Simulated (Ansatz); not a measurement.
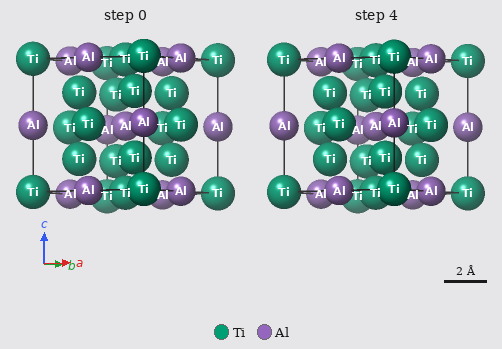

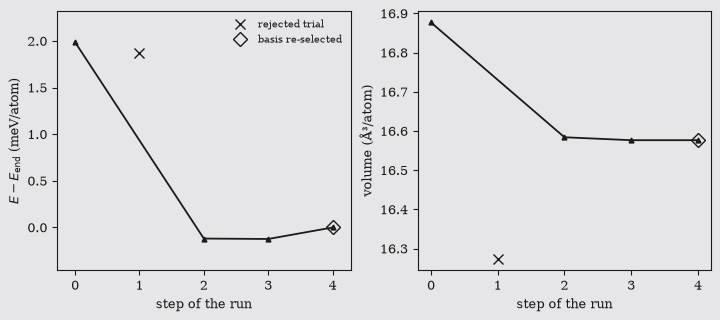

First and last geometry of a relaxation of crystalline Ti₃Al (built on the database_225 type), with the history of the run. A spheres-only model of the conventional cell (4 times the calculation's cell), seen from a free direction. Lengths and directions refer to the drawn axes.

Case: structure listed in a database for this formula (Fm-3m, No. 225).

These are results of Ansatz, DFT r2SCAN, scalar-relativistic, plane waves, PAW, not measurements.

Input file:
```yaml
crystal:
  lattice:
    - [0.0, 3.231781, 3.231781]
    - [3.231781, 0.0, 3.231781]
    - [3.231781, 3.231781, 0.0]
  atoms:
    - { symbol: Ti, position: [0.75, 0.75, 0.75] }
    - { symbol: Ti, position: [0.25, 0.25, 0.25] }
    - { symbol: Ti, position: [0.0, 0.0, 0.0] }
    - { symbol: Al, position: [0.5, 0.5, 0.5] }
basis:
  ecutwfc: 500
kpoints:
  mp_grid: { grid: [12, 12, 12] }
hamiltonian:
  xc: r2scan
scf:
  occupations: { method: gaussian, width: 0.1 }
output:
  forces: true
  stress: true
  eigenvalues: true
relax:
  adjacent_minimum: "off"
  f_tol: 0.01
  max_steps: 80
  cell: { stress_tol: 0.05 }
```

Launched with:
```bash
ansatz run input.yaml --threads 1 --pin off --max-ram 2560MiB --backend cpu --events-out ev --progress --plain --runs-dir out
```

**What do the curves and the structures tell?**

It converged. No atom moves by more than 0.005 Å relative to the cell. The drawn cell changes as follows: a = b = c 6.464 → 6.425 Å (−0.6 %); the volume changes by −1.8 %. Near-neighbour distances that change, for instance: Ti1–Ti3 2.799 → 2.782 Å, Ti1–Al4 2.799 → 2.782 Å. The space group stays Fm-3m (No. 225). The energy falls by 2.0 meV per atom in 2 accepted moves (4 points after the start). All forces vanish by symmetry, so only the cell relaxes. The pressure goes from −2.08 to −0.01 GPa. The line search rejected the trial step at point 1 of the run. At 1 point the geometry stayed and the basis and grid were re-selected for the new cell (energy shift of 0.1 meV per atom at most each time). Cost: 35 s on 1 thread of Intel(R) Xeon(R) 6975P-C (Granite Rapids), with other jobs on the host, peak memory 0.68 GiB.
